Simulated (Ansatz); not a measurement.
Run report: NiSi, geometry relaxation (part 1 of 2)

The run: geometry relaxation of NiSi (Pnma, 8 atoms in the cell). Method and program: DFT PBE without spin polarisation, scalar-relativistic, plane waves, PAW, no spin polarisation (Ansatz 0.2.0).

The structure derives from an entry of the Crystallography Open Database. Figures and captions count atoms from 1; the log counts them from 0 in places.

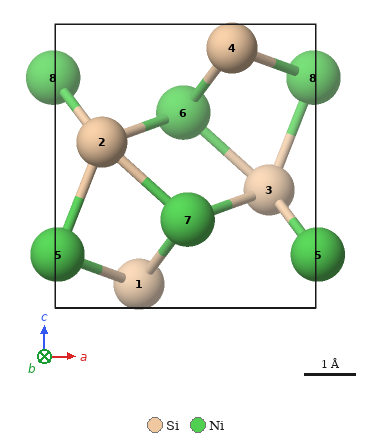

**Figure 1.** The structure as given in the input (ball-and-stick view of the cell of the calculation, along the b axis; atoms are numbered from 1 in the order of the input). Near neighbours in the crystal (not all of them lie inside the picture): Si has 6 Ni at 2.30 to 2.42 Å; Ni has 6 Si at 2.30 to 2.42 Å.

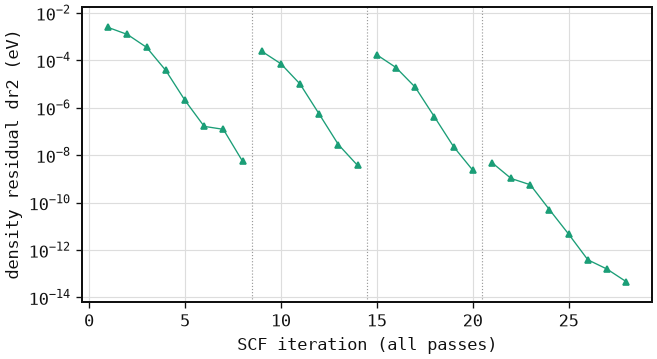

**Figure 2.** Convergence of the self-consistent field: density residual dr2 against the SCF iteration. The dotted lines part the SCF passes of the relaxation: geometry steps, rejected trials and re-solves on a re-selected basis. The passes take 8, 6, 6 and 8 iterations.

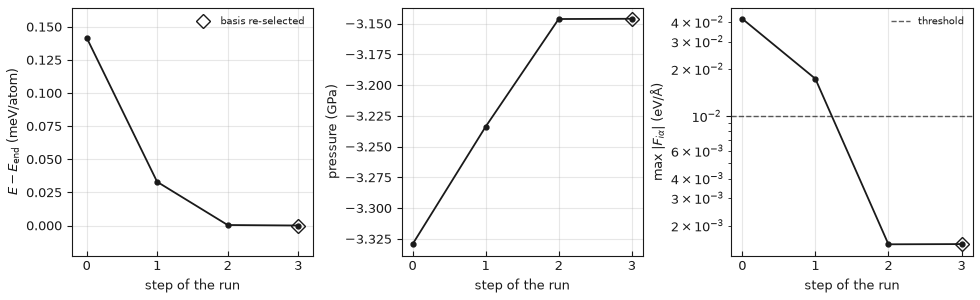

**Figure 3.** Progress of the relaxation, step by step (the first geometry is step 0 here and step 1 in the log). The largest moves relative to the cell, 0.007 Å, are those of Ni5, Ni6, Ni7 and Ni8. Largest moves by element: Ni 0.007 Å, Si 0.006 Å. Among the contacts that change: Si1–Ni8 2.302 → 2.298 Å. The space group stays Pnma (No. 62). The energy falls by 0.1 meV per atom in 2 geometry steps. Largest force component: 0.042 eV/Å at the start, 0.0015 eV/Å at the end. The pressure goes from −3.33 to −3.15 GPa. A last SCF at the same geometry on a re-selected plane-wave basis shifts the energy by next to nothing (0.0 meV per atom). (Atoms are counted from 1 in the order of the input.)

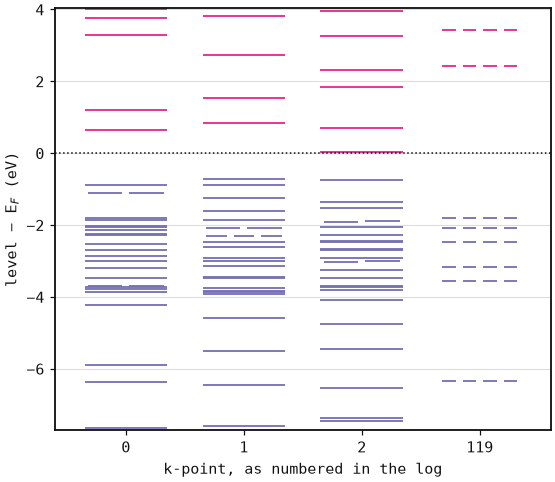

**Figure 4.** Kohn–Sham levels near the Fermi level (dotted) at the few k-points that the log prints; levels within 0.02 eV of each other stand side by side. The system is metallic on the full mesh.

The input that produced these results follows, with the program's output.

Input:
```yaml
crystal:
  lattice:
    - [5.1853788396, 0.0, 0.0]
    - [0.0, 3.4001266898, 0.0]
    - [0.0, 0.0, 5.6559376666]
  atoms:
    - { symbol: Si, position: [0.3213548306, 0.75, 0.0841685872] }
    - { symbol: Si, position: [0.1786451694, 0.25, 0.5841685872] }
    - { symbol: Si, position: [0.8213548306, 0.75, 0.4158314128] }
    - { symbol: Si, position: [0.6786451694, 0.25, 0.9158314128] }
    - { symbol: Ni, position: [0.008305021, 0.25, 0.1884531108] }
    - { symbol: Ni, position: [0.491694979, 0.75, 0.6884531108] }
    - { symbol: Ni, position: [0.508305021, 0.25, 0.3115468892] }
    - { symbol: Ni, position: [0.991694979, 0.75, 0.8115468892] }
basis:
  ecutwfc: 420
  ecutrho_ratio: 4
kpoints:
  mp_grid: { grid: [8, 10, 6] }
hamiltonian:
  xc: pbe
scf:
  occupations: { method: gaussian, width: 0.05 }
output:
  forces: true
  stress: true
  eigenvalues: true
relax:
  f_tol: 0.01
  max_steps: 40
  cell: { stress_tol: 0.1, fix: [volume] }
```

Launched with:
```bash
ansatz run input.yaml --threads 2 --pin off --max-ram 5120MiB --backend cpu --events-out ev --progress --plain --runs-dir out
```

What the program printed:
```
Engine: ansatz 0.2.0, aarch64-unknown-linux-gnu
Pseudopotentials: kind: paw
Pseudopotential: Si, paw, valence charge 4, recommended cutoff 420 eV (normal), Si.paw.azcp
Pseudopotential: Ni, paw, valence charge 18, recommended cutoff 420 eV (normal), Ni.paw.azcp
Functional definition: PBE
  parameter kappa = 0.804
  parameter beta = 0.06672455060314922
  exchange = pbe_x(kappa = kappa, mu = beta*pi^2/3)
  correlation = pbe_c(beta = beta)
Crystal: 8 atoms, lattice volume = 99.720 Å³
Basis set: ecut = 420 eV, 1953 PW (Γ), exchange–correlation on 72×48×80 points (8 copies of the dense FFT grid, shifted against one another)
Bands: 53, of which v1, the nominal top of the filled ones, is band 44 counted from 1 (43 counted from 0)
Symmetry: 8 space group operations
Space group: Pnma (ITA 62), of the structure as read, at distance tolerance 4.6e-5 Å
k-points: 120 of 480
Non-local potential: Si, projectors of the file, l = 0: 2, l = 1: 2, l = 2: 2
Non-local potential: Ni, projectors of the file, l = 0: 3, l = 1: 2, l = 2: 3, l = 3: 1
PAW form: soft (Blöchl's): semilocal exchange-correlation on the pseudo side does not see the compensation charge
PAW one-centre angular grid: Si, 110 points (default); XC on 64 Gauss nodes
PAW one-centre angular grid: Ni, 590 points (default); XC on 64 Gauss nodes
Initial density: superposition of atomic densities (neutral atoms: chi_scale 0, normalization atom), corrected by the library's trained network
Initial wavefunctions: pseudopotential atomic-orbital guess
Functional: x = pbe(κ = 0.804, μ = 0.2195149727645171), c = pbe(β = 0.06672455060314922)
SCF iter   1: F=—  HF=-25906.137999 eV  |F-HF|=—  |Δ(HF+E_count)|=         —  Δρ=3.17e-3  dr2=2.43e-3  ethr=1.77e-3  ⟨swp⟩=6.6  Hψ=24426  notcnv=0  defer=23
preconditioner: auto → Kerker (q_TF=auto, 2.672 Å⁻¹)  [metal: Δε(μ)=0.022 eV  Ē_g=6.857 eV  σ=0.050 eV  W_gap=0.24  n_scr=38 (ndim 8)  ℏωp=27.8 eV  f_vac=0.000  D(μ)=1.65/eV (n_scr^D=8)]
SCF iter   2: F=—  HF=-25906.138247 eV  |F-HF|=—  |Δ(HF+E_count)|=   2.48e-4  Δρ=1.82e-3  dr2=1.23e-3  ethr=2.77e-6  ⟨swp⟩=2.0  Hψ=12525  notcnv=0  defer=102
SCF iter   3: F=—  HF=-25906.138438 eV  |F-HF|=—  |Δ(HF+E_count)|=   1.91e-4  Δρ=7.88e-4  dr2=3.52e-4  ethr=1.40e-6  ⟨swp⟩=2.0  Hψ=8586  notcnv=0  defer=102
SCF iter   4: F=—  HF=-25906.138390 eV  |F-HF|=—  |Δ(HF+E_count)|=   4.79e-5  Δρ=2.33e-4  dr2=3.74e-5  ethr=4.00e-7  ⟨swp⟩=2.1  Hψ=7672  notcnv=0  defer=102
SCF iter   5: F=—  HF=-25906.138384 eV  |F-HF|=—  |Δ(HF+E_count)|=   5.62e-6  Δρ=4.23e-5  dr2=2.05e-6  ethr=4.25e-8  ⟨swp⟩=2.4  Hψ=9276  notcnv=0  defer=102
SCF iter   6: F=—  HF=-25906.138384 eV  |F-HF|=—  |Δ(HF+E_count)|=   3.52e-7  Δρ=1.52e-5  dr2=1.64e-7  ethr=2.33e-9  ⟨swp⟩=2.0  Hψ=9229  notcnv=0  defer=102
SCF iter   7: F=—  HF=-25906.138384 eV  |F-HF|=—  |Δ(HF+E_count)|=   2.32e-8  Δρ=1.40e-5  dr2=1.23e-7  ethr=1.14e-10  ⟨swp⟩=8.8  Hψ=27280  notcnv=0
SCF iter   8: F=-25906.138384 eV  HF=-25906.138384 eV  |F-HF|=5.98e-9  |Δ(HF+E_count)|=   1.54e-8  Δρ=2.77e-6  dr2=5.55e-9  ethr=1.14e-10  ⟨swp⟩=3.9  Hψ=18293  notcnv=0
SCF 1 converged in 8 iterations: F = -25906.138384 eV  dr2 = 5.55e-9
  greatest PAW one-centre occupation: 1.000 electrons in one spin orbital (limit 2), on the Ni atom at site 6 (counted from 0), in its partial waves of l = 1
relax step   1: F+E_penalty+E_count = -25906.13838414 eV  Δ(F+E_penalty+E_count) = +0.000e0 eV  max|allowed force component| = 4.196e-2 eV/Å  Δτ_max = 0.0000 Å  P = -3.329 GPa  Ω = 99.720 Å³  fix = [volume]  reactions: volume -3.329 GPa  (8 SCF iters, dr2 threshold 1.00e-7 eV, accepted)
Initial density: handed on by an earlier stage of this run
Initial wavefunctions: those handed on with the density
iter 1 solved again at ethr=2.90e-7 eV; its pass at ethr=3.10e-3 eV (dr2=2.55e-4 eV) is discarded
SCF iter   1: F=—  HF=-25906.139270 eV  |F-HF|=—  |Δ(HF+E_count)|=         —  Δρ=6.87e-4  dr2=2.41e-4  ethr=2.90e-7  ⟨swp⟩=2.1  Hψ=26772  notcnv=0
preconditioner: auto → Kerker (q_TF=auto, 2.672 Å⁻¹)  [metal: Δε(μ)=0.016 eV  Ē_g=6.862 eV  σ=0.050 eV  W_gap=0.18  n_scr=38 (ndim 8)  ℏωp=27.8 eV  f_vac=0.000  D(μ)=1.71/eV (n_scr^D=8)]
SCF iter   2: F=—  HF=-25906.139260 eV  |F-HF|=—  |Δ(HF+E_count)|=   9.33e-6  Δρ=3.45e-4  dr2=7.17e-5  ethr=2.74e-7  ⟨swp⟩=1.0  Hψ=6360  notcnv=0
SCF iter   3: F=—  HF=-25906.139258 eV  |F-HF|=—  |Δ(HF+E_count)|=   2.66e-6  Δρ=1.04e-4  dr2=9.98e-6  ethr=8.15e-8  ⟨swp⟩=2.2  Hψ=9614  notcnv=0
SCF iter   4: F=—  HF=-25906.139256 eV  |F-HF|=—  |Δ(HF+E_count)|=   2.04e-6  Δρ=2.97e-5  dr2=5.35e-7  ethr=1.13e-8  ⟨swp⟩=2.1  Hψ=8618  notcnv=0
iter 5 did not close the SCF: its close was put off for the readings that it lacked (scf_convergence_deferred on its scf_iter line)
SCF iter   5: F=-25906.139255 eV  HF=-25906.139255 eV  |F-HF|=2.08e-8  |Δ(HF+E_count)|=   7.86e-8  Δρ=6.13e-6  dr2=2.77e-8  ethr=6.08e-10  ⟨swp⟩=2.1  Hψ=9311  notcnv=0
SCF iter   6: F=-25906.139255 eV  HF=-25906.139255 eV  |F-HF|=1.99e-9  |Δ(HF+E_count)|=  8.73e-11  Δρ=2.05e-6  dr2=3.68e-9  ethr=3.15e-11  ⟨swp⟩=2.1  Hψ=21050  notcnv=0
SCF 2 converged in 6 iterations: F = -25906.139255 eV  dr2 = 3.68e-9
  greatest PAW one-centre occupation: 1.000 electrons in one spin orbital (limit 2), on the Ni atom at site 7 (counted from 0), in its partial waves of l = 1
relax step   2: F+E_penalty+E_count = -25906.13925547 eV  Δ(F+E_penalty+E_count) = -8.713e-4 eV  max|allowed force component| = 1.736e-2 eV/Å  Δτ_max = 0.0039 Å  P = -3.234 GPa  Ω = 99.720 Å³  energy of the carried Pulay correction = +2.119e-15 eV  fix = [volume]  reactions: volume -3.234 GPa  (6 SCF iters, dr2 threshold 1.10e-7 eV, accepted)
Basis set: ecut = 420 eV, 1945 PW (Γ), exchange–correlation on 72×48×80 points (8 copies of the dense FFT grid, shifted against one another)
iter 1 solved again at ethr=2.04e-7 eV; its pass at ethr=3.10e-3 eV (dr2=1.80e-4 eV) is discarded
SCF iter   1: F=—  HF=-25906.139522 eV  |F-HF|=—  |Δ(HF+E_count)|=         —  Δρ=5.97e-4  dr2=1.71e-4  ethr=2.04e-7  ⟨swp⟩=2.1  Hψ=26562  notcnv=0
preconditioner: auto → Kerker (q_TF=auto, 2.672 Å⁻¹)  [metal: Δε(μ)=0.032 eV  Ē_g=6.867 eV  σ=0.050 eV  W_gap=0.32  n_scr=38 (ndim 8)  ℏωp=27.8 eV  f_vac=0.000  D(μ)=1.75/eV (n_scr^D=8)]
SCF iter   2: F=—  HF=-25906.139516 eV  |F-HF|=—  |Δ(HF+E_count)|=   6.18e-6  Δρ=2.99e-4  dr2=4.96e-5  ethr=1.94e-7  ⟨swp⟩=1.0  Hψ=6360  notcnv=0
SCF iter   3: F=—  HF=-25906.139519 eV  |F-HF|=—  |Δ(HF+E_count)|=   3.27e-6  Δρ=9.08e-5  dr2=7.38e-6  ethr=5.64e-8  ⟨swp⟩=2.3  Hψ=9690  notcnv=0
SCF iter   4: F=—  HF=-25906.139516 eV  |F-HF|=—  |Δ(HF+E_count)|=   3.31e-6  Δρ=2.57e-5  dr2=4.18e-7  ethr=8.38e-9  ⟨swp⟩=2.1  Hψ=8684  notcnv=0
SCF iter   5: F=—  HF=-25906.139516 eV  |F-HF|=—  |Δ(HF+E_count)|=   6.65e-8  Δρ=5.59e-6  dr2=2.29e-8  ethr=4.75e-10  ⟨swp⟩=2.1  Hψ=9243  notcnv=0
SCF iter   6: F=-25906.139516 eV  HF=-25906.139516 eV  |F-HF|=9.02e-10  |Δ(HF+E_count)|=  2.22e-10  Δρ=1.64e-6  dr2=2.33e-9  ethr=2.14e-11  ⟨swp⟩=4.1  Hψ=22644  notcnv=0
SCF 3 converged in 6 iterations: F = -25906.139516 eV  dr2 = 2.33e-9
relax step   3: F+E_penalty+E_count = -25906.13951596 eV  Δ(F+E_penalty+E_count) = -2.605e-4 eV  max|allowed force component| = 1.520e-3 eV/Å  Δτ_max = 0.0034 Å  P = -3.146 GPa  Ω = 99.720 Å³  energy of the carried Pulay correction = +9.253e-18 eV  fix = [volume]  reactions: volume -3.146 GPa  (6 SCF iters, dr2 threshold 1.88e-8 eV, accepted)
Initial wavefunctions: pseudopotential atomic-orbital guess (no wavefunctions were taken with the density)
iter 1 solved again at ethr=3.92e-7 eV; its pass at ethr=3.10e-3 eV (dr2=3.45e-4 eV) is discarded
```
